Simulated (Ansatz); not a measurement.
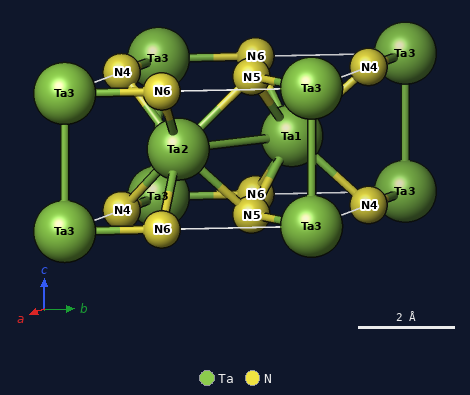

Figure 1. The structure (ball-and-stick view of the cell of the calculation, seen slightly off an axis; atoms are numbered from 1 in the order of the input). An atom can appear more than once, as a periodic image.

## Single-point calculation, with input and output: TaN

- system: TaN (P-62m, 6 atoms in the cell)
- method: DFT r2SCAN, scalar-relativistic, plane waves, PAW, no spin polarisation (Ansatz 0.2.0)

The structure derives from an entry of the Crystallography Open Database. Figures and captions count atoms from 1; the log counts them from 0 in places.

What the program printed
```
Engine: ansatz 0.2.0, x86_64-unknown-linux-gnu
Pseudopotentials: kind: paw
Pseudopotential: Ta, paw, valence charge 13, recommended cutoff 500 eV (meta_gga), Ta.paw.azcp
Pseudopotential: N, paw, valence charge 5, recommended cutoff 500 eV (meta_gga), N.paw.azcp
Functional definition: r2SCAN
  parameter k0 = 0.174
  parameter k1 = 0.065
  parameter a1 = 4.9479
  exchange = r2scan_x(k0 = k0, k1 = k1, a1 = a1)
  correlation = r2scan_c
Crystal: 6 atoms, lattice volume = 68.063 Å³
Basis set: ecut = 500 eV, 1763 PW (Γ), exchange–correlation on 160×160×96 points (64 copies of the dense FFT grid, shifted against one another)
Bands: 33, of which v1, the nominal top of the filled ones, is band 27 counted from 1 (26 counted from 0)
Symmetry: 12 space group operations
Space group: P-62m (ITA 189), of the structure as read, at distance tolerance 4.1e-5 Å
k-points: 28 of 216 (time reversal used)
Non-local potential: Ta, projectors of the file, l = 0: 3, l = 1: 2, l = 2: 2, l = 3: 1
Non-local potential: N, projectors of the file, l = 0: 2, l = 1: 2, l = 2: 1
PAW form: soft (Blöchl's): semilocal exchange-correlation on the pseudo side does not see the compensation charge
PAW frozen core: Ta, regenerated for the run's functional (the file was generated under x = pbe(κ = 0.804, μ = 0.2195149727645171), c = pbe(β = 0.06672455060314922))
PAW frozen core: N, regenerated for the run's functional (the file was generated under x = pbe(κ = 0.804, μ = 0.2195149727645171), c = pbe(β = 0.06672455060314922))
PAW one-centre angular grid: Ta, 590 points (default); XC on 160 Gauss nodes
PAW one-centre angular grid: N, 302 points (default); XC on 160 Gauss nodes
Initial density: superposition of atomic densities (neutral atoms: chi_scale 0, normalization atom), corrected by the library's trained network
Initial wavefunctions: pseudopotential atomic-orbital guess
Functional: x = r2scan, c = r2scan; τ floored in thin density (d = 2e-4 eV/Å³)
SCF iter   1: F=—  HF=-30995.291988 eV  |F-HF|=—  |Δ(HF+E_count)|=         —  Δρ=1.21e-2  dr2=7.93e-2  dr2_τ=4.57e-1  ethr=1.77e-3  ⟨swp⟩=5.8  Hψ=3882  notcnv=0
preconditioner: auto → Resta (q_TF=auto, 2.625 Å⁻¹)  ε∞=6.9  [insulator: Δε(μ)=0.209 eV  Ē_g=10.174 eV  σ=0.100 eV  W_gap=0.52  n_scr=26 (ndim 8)  ℏωp=24.7 eV  f_vac=0.000  D(μ)=0.70/eV (n_scr^D=0)  ε∞_Penn≈6.9]
SCF iter   2: F=—  HF=-30995.523573 eV  |F-HF|=—  |Δ(HF+E_count)|=   2.32e-1  Δρ=7.95e-3  dr2=2.50e-2  dr2_τ=2.35e-3  ethr=1.47e-4  ⟨swp⟩=2.0  Hψ=1714  notcnv=0  defer=40
SCF iter   3: F=—  HF=-30995.533867 eV  |F-HF|=—  |Δ(HF+E_count)|=   1.03e-2  Δρ=2.53e-3  dr2=5.77e-3  dr2_τ=1.17e-3  ethr=4.63e-5  ⟨swp⟩=2.0  Hψ=1304  notcnv=0  defer=12
automatic band count: iteration 3 solves 32 bands in place of 33: the levels show a gap, and the empty bands left out lie too high to hold charge; the band table lists the bands solved (type scf.n_extra_bands for more)
SCF iter   4: F=—  HF=-30995.533387 eV  |F-HF|=—  |Δ(HF+E_count)|=   4.80e-4  Δρ=7.15e-4  dr2=2.47e-4  dr2_τ=7.54e-5  ethr=1.07e-5  ⟨swp⟩=2.0  Hψ=1269  notcnv=0  defer=12
SCF iter   5: F=—  HF=-30995.533546 eV  |F-HF|=—  |Δ(HF+E_count)|=   1.59e-4  Δρ=2.25e-4  dr2=2.47e-5  dr2_τ=6.79e-7  ethr=4.57e-7  ⟨swp⟩=2.0  Hψ=1281  notcnv=0  defer=12
SCF iter   6: F=—  HF=-30995.533585 eV  |F-HF|=—  |Δ(HF+E_count)|=   3.90e-5  Δρ=3.63e-5  dr2=9.79e-7  dr2_τ=9.19e-8  ethr=4.58e-8  ⟨swp⟩=2.0  Hψ=1314  notcnv=0  defer=12
SCF iter   7: F=-30995.533585 eV  HF=-30995.533585 eV  |F-HF|=3.32e-8  |Δ(HF+E_count)|=   1.59e-7  Δρ=1.19e-5  dr2=8.26e-8  dr2_τ=9.55e-9  ethr=1.85e-10  ⟨swp⟩=6.7  Hψ=4502  notcnv=0
SCF 1 converged in 7 iterations: F = -30995.533585 eV  dr2 = 8.26e-8
  greatest PAW one-centre occupation: 0.998 electrons in one spin orbital (limit 2), on the Ta atom at site 2 (counted from 0), in its partial waves of l = 0
SCF converged after 7 iterations
Free energy (F): -30995.533585 eV
Harris-Foulkes:  -30995.533585 eV  (|F-HF|=3.32e-8)
Internal energy: -30995.529985 eV  (E = F + TS)
E sigma→0 (E₀):  -30995.531785 eV
Entropy (-TS):   -0.003600 eV (-0.600 meV/atom)
Fermi energy:    19.606300 eV
--- Per-component energies (eV) ---
  E_band       = -266.793301
  E_kinetic    = 1503.291090
  E_local      = -2032.807771  (includes V_loc(G=0)·N_el)
  E_nonlocal   = 179.234149
  E_hartree    = 691.123703
  E_xc         = -796.341092
  E_vxc        = -924.185934  (∫ρ·V_xc dr)
  E_paw        = -25656.767782  (= ΣΔE_a)
  E_vpaw       = -422.092663  (= ΣTr[D̂ρ^β])
  E_aug_tail   = 0.000296  (compensation charges beyond the density's cutoff)
  E_vtau       = 47.522406  (kinetic-family band-sum trace: ∫τ·v_τ [+ j·A + Jᵃ·Aᵃ] dr)
  E_ewald      = -4880.905045
  E_core_change = -2.357535  (= ΣΔE_core)
  E_smearing   = -0.003600  (= −TS)
  E_closure    = 0.000000  (closes the sum)
  Σ components = -30995.533585   (vs F -30995.533585, Δ=0.00e0)
--- Forces (eV/Å), atoms counted from 1 ---
  atom   1  Ta     0.00000000    -0.00000000     0.00000000
  atom   2  Ta     0.00000000     0.00000000     0.00000000
  atom   3  Ta    -0.00000000    -0.00000000     0.00000000
  atom   4  N     -0.03204209     0.00000000     0.00000000
  atom   5  N      0.01602104     0.02774926     0.00000000
  atom   6  N      0.01602104    -0.02774926     0.00000000
  max |Σ_I F_I| component: 1.39e-16 eV/Å
--- Stress (GPa, compression-positive) ---
        0.818340       0.000000       0.000000
       -0.000000       0.818340       0.000000
        0.000000       0.000000      -0.760261
  P = ⅓ Tr σ = 0.2921 GPa (2.921 kbar)
--- Band table (eV; the first three rows and the last of 28) ---
  k-point 0: bands = ["-51.6455", "-51.5973", "-50.9556", "-17.8099", "-17.8099", "-17.4402", "-17.4402", "-17.2579", "-17.1450", "-16.9717", "-16.9717", "-16.3248", "0.3122", "2.9874", "2.9874", "10.0103", "12.8170", "12.8170", "12.9803", "13.6618", "13.6618", "14.4453", "14.4453", "15.1331", "16.1254", "17.7480", "18.7565", "18.7565", "20.4634", "20.4634", "21.6408", "21.7765"]
  k-point 1: bands = ["-51.6336", "-51.5859", "-50.9447", "-17.7711", "-17.7711", "-17.4876", "-17.4005", "-17.4005", "-17.3478", "-16.9685", "-16.9685", "-16.5093", "0.8146", "2.8465", "2.8465", "10.9032", "12.3737", "12.3737", "13.1586", "13.5160", "13.5160", "14.1153", "14.2348", "14.2348", "17.1443", "18.0128", "18.0128", "18.9321", "21.3195", "21.3195", "21.8133", "21.8133"]
  k-point 2: bands = ["-51.6098", "-51.5631", "-50.9230", "-17.9227", "-17.7359", "-17.6921", "-17.6921", "-17.3136", "-17.3136", "-16.9688", "-16.9688", "-16.8639", "1.9227", "2.5464", "2.5464", "11.3724", "11.7151", "11.7151", "12.7178", "12.7178", "12.8819", "14.4821", "14.4821", "14.7094", "17.2491", "17.2491", "19.8167", "21.4594", "21.4594", "21.6300", "22.0958", "22.0958"]
  k-point 27: bands = ["-51.5748", "-51.5748", "-50.9121", "-18.0426", "-18.0426", "-17.7195", "-17.4605", "-17.4605", "-17.2173", "-17.0095", "-16.9574", "-16.9574", "2.0649", "2.7396", "2.7396", "11.2537", "11.2537", "12.0926", "12.0926", "12.4382", "12.6121", "12.8590", "15.4182", "15.4182", "17.0807", "17.0807", "17.8304", "22.3489", "22.3489", "22.3859", "22.5678", "22.5678"]
```

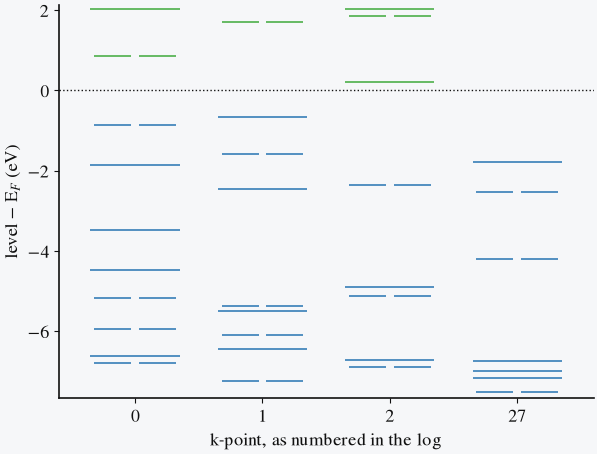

Figure 2. Kohn–Sham levels near the Fermi level (dotted) at the few k-points that the log prints; levels within 0.02 eV of each other stand side by side. The system is metallic on the full mesh.

The run was set up as follows.

Input
```yaml
crystal:
  lattice:
    - [5.1960008669, 0.0, 0.0]
    - [-2.5980004334, 4.4998687488, 0.0]
    - [0.0, 0.0, 2.911]
  atoms:
    - { symbol: Ta, position: [0.3333333333, 0.6666666667, 0.5] }
    - { symbol: Ta, position: [0.6666666667, 0.3333333333, 0.5] }
    - { symbol: Ta, position: [0.0, 0.0, 0.0] }
    - { symbol: "N", position: [0.39285, 0.0, 0.0] }
    - { symbol: "N", position: [0.60715, 0.60715, 0.0] }
    - { symbol: "N", position: [0.0, 0.39285, 0.0] }
basis:
  ecutwfc: 500
kpoints:
  mp_grid: { grid: [6, 6, 6] }
hamiltonian:
  xc: r2scan
scf:
  occupations: { method: gaussian, width: 0.1 }
output:
  forces: true
  stress: true
  eigenvalues: true
```

Command:
```bash
ansatz run input.yaml --threads 2 --pin off --max-ram 5120MiB --backend cpu --events-out ev --progress --plain --runs-dir out
```

Summary

| quantity | value |
| --- | --- |
| outcome | converged |
| space group (tolerance 0.01 Å) | P-62m (189) |
| electrons treated | 54 |
| free energy | −30995.5336 eV |
| Fermi energy | 19.606 eV |
| gap on the k-point mesh | none (metallic) |
| pressure | 0.29 GPa |
| largest force (length of the vector) | 0.032 eV/Å |
| hardware | 2 threads of AMD EPYC (Zen 3), 32 GiB of memory available, shared host |
| wall time | 6.6 s (CPU time 13 s) |
| peak memory | 0.54 GiB |

Spin–orbit coupling is left out, which matters for Ta.
